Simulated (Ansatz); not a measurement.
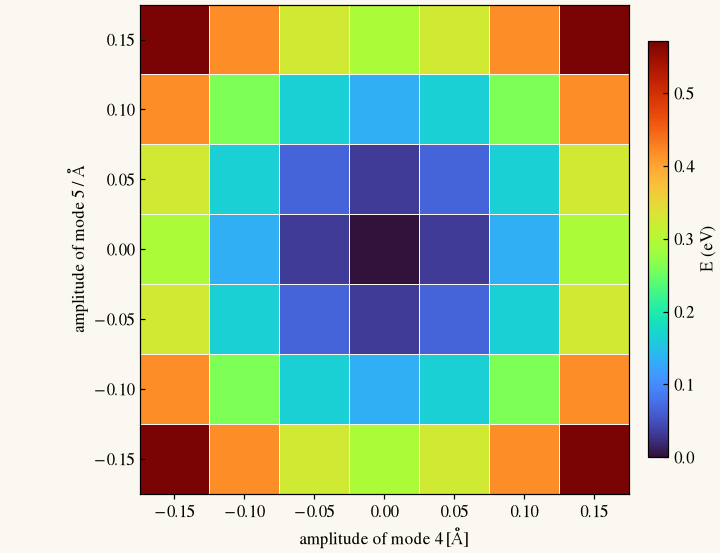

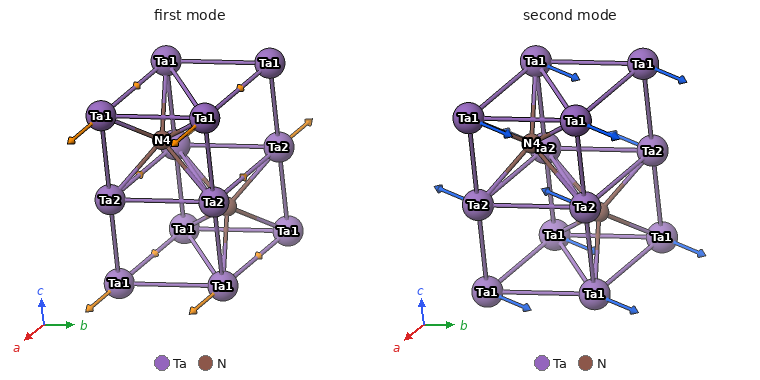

Energy landscape of TaN (P6_3/mmc, No. 194; 4 atoms in the cell). 
- The energy is mapped over two normal modes frozen in (zone-centre modes of the 4-atom cell of this scan).
- Coordinates scanned: (1) amplitude of mode 4 (142 cm⁻¹), largest displacement; (2) amplitude of mode 5 (142 cm⁻¹), largest displacement.
- Nothing is relaxed (the cell and all other modes fixed).
- Grid: 7 × 7 points; 16 points were computed and 33 follow by symmetry.
- Points are written as (first, second).
- Energies are in eV per cell, from the lowest grid point.
- These are results of Ansatz, DFT PBE, scalar-relativistic, plane waves, PAW, not measurements. Settings: cutoff 520 eV, k-mesh 15×15×8 in the order of the run's cell vectors, gaussian smearing 0.15 eV, no spin polarisation.

The picture shows one coloured cell a grid point. The second picture is the structure at the lowest point

Question: What does the map say about the system?

Answer: The lowest grid point is at (0.00 Å, 0.00 Å). It is the only kind of minimum in the scanned range. The highest grid point, (−0.15 Å, −0.15 Å), lies 0.571 eV above the lowest.

The whole map (16 points run) took 12 min on 2 threads of Arm Neoverse N1, with other jobs on the host.

PAW datasets: the set soft_1.
